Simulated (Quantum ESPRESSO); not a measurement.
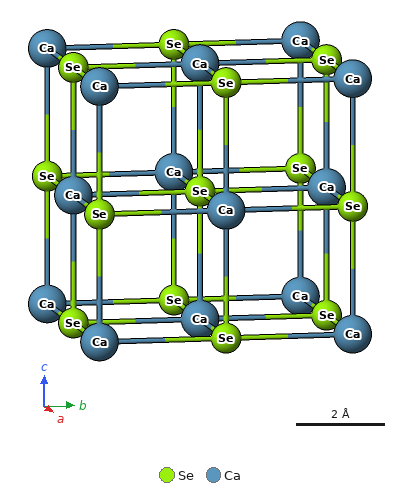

*The structure as given in the input (ball-and-stick view of the cell 4 times as large as that of the calculation, set on its symmetry axes, seen slightly off an axis). An atom can appear more than once, as a periodic image.*

Near neighbours in the periodic cell (some may lie outside the picture): Se has 6 Ca at 2.96 Å; Ca has 6 Se at 2.96 Å.

# Optical-spectrum calculation of CaSe

The run: optical-spectrum calculation of CaSe (Fm-3m, 2 atoms in the cell). Method and program: Kohn-Sham DFT of a periodic cell, SCAN with D3(BJ), SG15 PBE 1.2, no spin polarisation (Quantum ESPRESSO 7.5).

The structure derives from an entry of the Crystallography Open Database.

**Input file**
```
&CONTROL
  calculation = 'scf'
  prefix = 'pwscf'
  outdir = './tmp'
  pseudo_dir = './pseudo'
  tprnfor = .true.
  tstress = .true.
  disk_io = 'low'
/
&SYSTEM
  ibrav = 0
  nat = 2
  ntyp = 2
  ecutwfc = 91
  nbnd = 22
  input_dft = 'scan'
  occupations = 'smearing'
  smearing = 'fd'
  degauss = 0.00367493
  vdw_corr = 'grimme-d3'
  dftd3_version = 4
  nosym = .true.
  noinv = .true.
/
&ELECTRONS
  conv_thr = 1d-08
  electron_maxstep = 120
  mixing_beta = 0.9
/
ATOMIC_SPECIES
Se    78.9710 Se_ONCV_PBE-1.2.upf
Ca    40.0780 Ca_ONCV_PBE-1.2.upf
CELL_PARAMETERS angstrom
   0.0000000000    2.9560000000    2.9560000000
   2.9560000000    0.0000000000    2.9560000000
   2.9560000000    2.9560000000    0.0000000000
ATOMIC_POSITIONS angstrom
Se     2.9560000000    2.9560000000    2.9560000000
Ca     0.0000000000    0.0000000000    0.0000000000
K_POINTS automatic
6 6 6 0 0 0
```

**File epsilon.in**
```
&INPUTPP
  prefix = 'pwscf'
  outdir = './tmp'
  calculation = 'eps'
/
&ENERGY_GRID
  smeartype = 'gauss'
  intersmear = 0.15
  intrasmear = 0
  wmin = 0
  wmax = 25
  nw = 251
/
```

Launched with:
```bash
OMP_NUM_THREADS=1 pw.x -in pw.in > pw.out
OMP_NUM_THREADS=1 epsilon.x -in epsilon.in > epsilon.out
```

**The program's output**
```
This program is part of the open-source Quantum ESPRESSO suite
     for quantum simulation of materials; please cite
         "P. Giannozzi et al., J. Phys.:Condens. Matter 21 395502 (2009);
         "P. Giannozzi et al., J. Phys.:Condens. Matter 29 465901 (2017);
         "P. Giannozzi et al., J. Chem. Phys. 152 154105 (2020);
          URL
     in publications or presentations arising from this work. More details at

     IMPORTANT: XC functional enforced from input :
     Exchange-correlation= SCAN
                           (   0   0   0   0   0 263 267)
     Any further DFT definition will be discarded
     Please, verify this is what you really want

     G-vector sticks info
     --------------------
     sticks:   dense  smooth     PW     G-vecs:    dense   smooth      PW
     Sum        1555    1555    451                40821    40821    6423

     Using Slab Decomposition

     bravais-lattice index     =            0
     lattice parameter (alat)  =       7.8998  a.u.
     unit-cell volume          =     348.6100 (a.u.)^3
     number of atoms/cell      =            2
     number of atomic types    =            2
     number of electrons       =        16.00
     number of Kohn-Sham states=           22
     kinetic-energy cutoff     =      91.0000  Ry
     charge density cutoff     =     364.0000  Ry
     scf convergence threshold =      1.0E-08
     mixing beta               =       0.9000
     number of iterations used =            8  plain     mixing
     Exchange-correlation= SCAN
                           (   0   0   0   0   0 263 267)

     celldm(1)=   7.899840  celldm(2)=   0.000000  celldm(3)=   0.000000
     celldm(4)=   0.000000  celldm(5)=   0.000000  celldm(6)=   0.000000

     crystal axes: (cart. coord. in units of alat)
               a(1) = (   0.000000   0.707107   0.707107 )
               a(2) = (   0.707107   0.000000   0.707107 )
               a(3) = (   0.707107   0.707107   0.000000 )

     reciprocal axes: (cart. coord. in units 2 pi/alat)
               b(1) = ( -0.707107  0.707107  0.707107 )
               b(2) = (  0.707107 -0.707107  0.707107 )
               b(3) = (  0.707107  0.707107 -0.707107 )

     PseudoPot. # 1 for Se read from file:
     Se_ONCV_PBE-1.2.upf
     Pseudo is Norm-conserving, Zval =  6.0
     Generated using ONCVPSP code by D. R. Hamann
     Using radial grid of  602 points,  6 beta functions with:
                l(1) =   0
                l(2) =   0
                l(3) =   1
                l(4) =   1
                l(5) =   2
                l(6) =   2

     PseudoPot. # 2 for Ca read from file:
     Ca_ONCV_PBE-1.2.upf
     Pseudo is Norm-conserving, Zval = 10.0
     Generated using ONCVPSP code by D. R. Hamann
     Using radial grid of  602 points,  6 beta functions with:
                l(1) =   0
                l(2) =   0
                l(3) =   1
                l(4) =   1
                l(5) =   2
                l(6) =   2

     atomic species   valence    mass     pseudopotential
     Se                6.00    78.97100     Se( 1.00)
     Ca               10.00    40.07800     Ca( 1.00)

     No symmetry found

   Cartesian axes

     site n.     atom                  positions (alat units)
         1        Se     tau(   1) = (   0.7071068   0.7071068   0.7071068  )
         2        Ca     tau(   2) = (   0.0000000   0.0000000   0.0000000  )

     --------------------------------------------
     DFT-D3 Dispersion Correction (3-body terms):
     --------------------------------------------
       Reference C6 values for interpolation:

         atom   Coordination number   C6
         Ca         0.000          4705.37
         Ca         0.983          3050.38
         Ca         1.935           686.67
         Se         0.000           427.35
         Se         0.990           427.57
         Se         1.981           421.05

       Values used:

         atom   Coordination number  R0_AB[au]  C6      C8
         Se         5.909            3.332    421.05  29958.36
         Ca        11.043            3.877    686.67 103151.01

         Molecular C6 ( Ry / a.u.^6 ) =      2157.16

     number of k points=   216  Fermi-Dirac smearing, width (Ry)=  0.0037

     Number of k-points >= 100: set verbosity='high' to print them.

     Dense  grid:    40821 G-vectors     FFT dimensions: (  48,  48,  48)

     WARNING: libxc functional with ID  263 depends
      on external parameters: check the user_guide of
      QE if you need to modify them or to check their
      default values.

     Initial potential from superposition of free atoms

     starting charge      15.7781, renormalised to      16.0000
     Starting wfcs are random

     Self-consistent Calculation

     iteration #  1     ecut=    91.00 Ry     beta= 0.90
     Davidson diagonalization with overlap
     ethr =  1.00E-02,  avg # of iterations =  9.6

     total energy              =     -93.04071840 Ry
     estimated scf accuracy    <       4.26020585 Ry

     iteration #  2     ecut=    91.00 Ry     beta= 0.90
     Davidson diagonalization with overlap
     ethr =  1.00E-02,  avg # of iterations =  1.0

     total energy              =     -93.05815148 Ry
     estimated scf accuracy    <       0.13649401 Ry

     iteration #  3     ecut=    91.00 Ry     beta= 0.90
     Davidson diagonalization with overlap
     ethr =  8.53E-04,  avg # of iterations =  1.2

     total energy              =     -93.06360121 Ry
     estimated scf accuracy    <       0.04165474 Ry

     iteration #  4     ecut=    91.00 Ry     beta= 0.90
     Davidson diagonalization with overlap
     ethr =  2.60E-04,  avg # of iterations =  1.4

     total energy              =     -93.06918163 Ry
     estimated scf accuracy    <       0.00089650 Ry

     iteration #  5     ecut=    91.00 Ry     beta= 0.90
     Davidson diagonalization with overlap
     ethr =  5.60E-06,  avg # of iterations =  5.0

     total energy              =     -93.06934955 Ry
     estimated scf accuracy    <       0.00000146 Ry

     iteration #  6     ecut=    91.00 Ry     beta= 0.90
     Davidson diagonalization with overlap
     ethr =  9.15E-09,  avg # of iterations =  2.9

     total energy              =     -93.06935061 Ry
     estimated scf accuracy    <       0.00000116 Ry

     iteration #  7     ecut=    91.00 Ry     beta= 0.90
     Davidson diagonalization with overlap
     ethr =  7.28E-09,  avg # of iterations =  1.0

     total energy              =     -93.06935063 Ry
     estimated scf accuracy    <       0.00000002 Ry

     iteration #  8     ecut=    91.00 Ry     beta= 0.90
     Davidson diagonalization with overlap
     ethr =  1.29E-10,  avg # of iterations =  1.1

     End of self-consistent calculation

     Number of k-points >= 100: set verbosity='high' to print the bands.

     the Fermi energy is     7.0071 ev

!    total energy              =     -93.06935063 Ry
     estimated scf accuracy    <          1.1E-10 Ry
     smearing contrib. (-TS)   =      -0.00000000 Ry
     internal energy E=F+TS    =     -93.06935063 Ry

     The total energy is F=E-TS. E is the sum of the following terms:
     one-electron contribution =     -30.38811840 Ry
     hartree contribution      =      19.47171920 Ry
     xc contribution           =     -14.62285960 Ry
     ewald contribution        =     -67.51746150 Ry
     DFT-D3 Dispersion         =      -0.01263033 Ry

     convergence has been achieved in   8 iterations

     Forces acting on atoms (cartesian axes, Ry/au):

     atom    1 type  1   force =     0.00000017   -0.00000000   -0.00000007
     atom    2 type  2   force =    -0.00000017    0.00000000    0.00000007

     Total force =     0.000000     Total SCF correction =     0.000011
     SCF correction compared to forces is large: reduce conv_thr to get better values

     Computing stress (Cartesian axis) and pressure

          total   stress  (Ry/bohr**3)                   (kbar)     P=        2.47
   0.00001679   0.00000000   0.00000000            2.47        0.00        0.00
   0.00000000   0.00001680   0.00000000            0.00        2.47        0.00
   0.00000000   0.00000000   0.00001680            0.00        0.00        2.47

=------------------------------------------------------------------------------=
   JOB DONE.
=------------------------------------------------------------------------------=
```

**File epsilon.out**
```
This program is part of the open-source Quantum ESPRESSO suite
     for quantum simulation of materials; please cite
         "P. Giannozzi et al., J. Phys.:Condens. Matter 21 395502 (2009);
         "P. Giannozzi et al., J. Phys.:Condens. Matter 29 465901 (2017);
         "P. Giannozzi et al., J. Chem. Phys. 152 154105 (2020);
          URL
     in publications or presentations arising from this work. More details at

     Reading input file...
     Broadcasting variables...
     Reading PW restart file...

     ./tmp/pwscf.save/

     WARNING: libxc functional with ID  263 depends
      on external parameters: check the user_guide of
      QE if you need to modify them or to check their
      default values.

     IMPORTANT: XC functional enforced from input :
     Exchange-correlation= SCAN
                           (   0   0   0   0   0 263 267)
     Any further DFT definition will be discarded
     Please, verify this is what you really want

     G-vector sticks info
     --------------------
     sticks:   dense  smooth     PW     G-vecs:    dense   smooth      PW
     Sum        1555    1555    451                40821    40821    6423

     Using Slab Decomposition

     Reading meta-gga kinetic term

     Fermi energy [eV] is:  7.00709
     The system is a metal (occupations are not fixed)...
     metallic system: redefining wmin =     0.001000

     Performing eps calculation...

     xx,yy,zz plasmon frequences [eV] are:    14.188894447   14.188915449   14.191093845

     Writing output on file...

=------------------------------------------------------------------------------=
   JOB DONE.
=------------------------------------------------------------------------------=
```

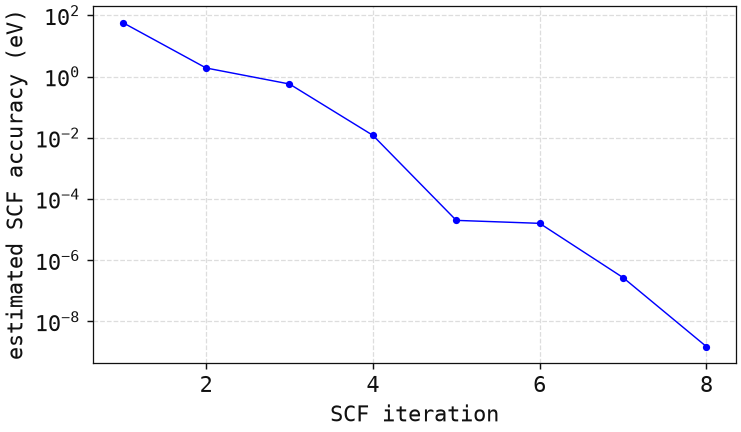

*Convergence of the self-consistent field: estimated SCF accuracy against the iteration.*

The field takes 8 iterations in all.

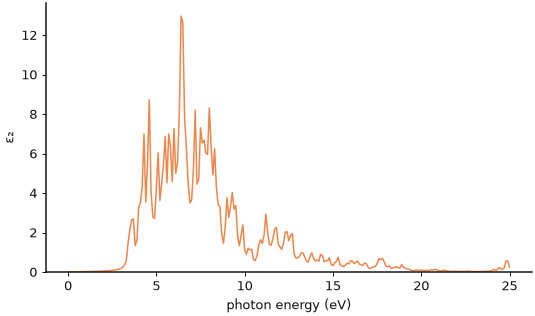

*Imaginary part of the dielectric function (first component that the program prints).*

The highest peak, 13.0, lies at 6.40 eV.

**Summary**

| quantity | value |
| --- | --- |
| outcome | converged |
| space group (tolerance 0.01 Å) | Fm-3m (225) |
| electrons treated | 16 |
| free energy | −1266.2730 eV |
| Fermi energy | 7.007 eV |
| gap on the k-point mesh | 2.50 eV |
| pressure | 0.25 GPa |
| largest force (length of the vector) | under 0.001 eV/Å |
| hardware | 1 thread of AMD EPYC (Zen 3), 24 GiB of memory available, shared host |
| wall time | 12 min |
| peak memory | 0.46 GiB |

**Remarks**

Settings chosen away from the usual ones: ecut_scale set to 1.3; mixing_beta set to 0.9. Further notes kept with the run: potentials made for another functional. Notes on the run: SCF correction compared to forces is large. Points of doubt noted for this run: potentials made for another functional.
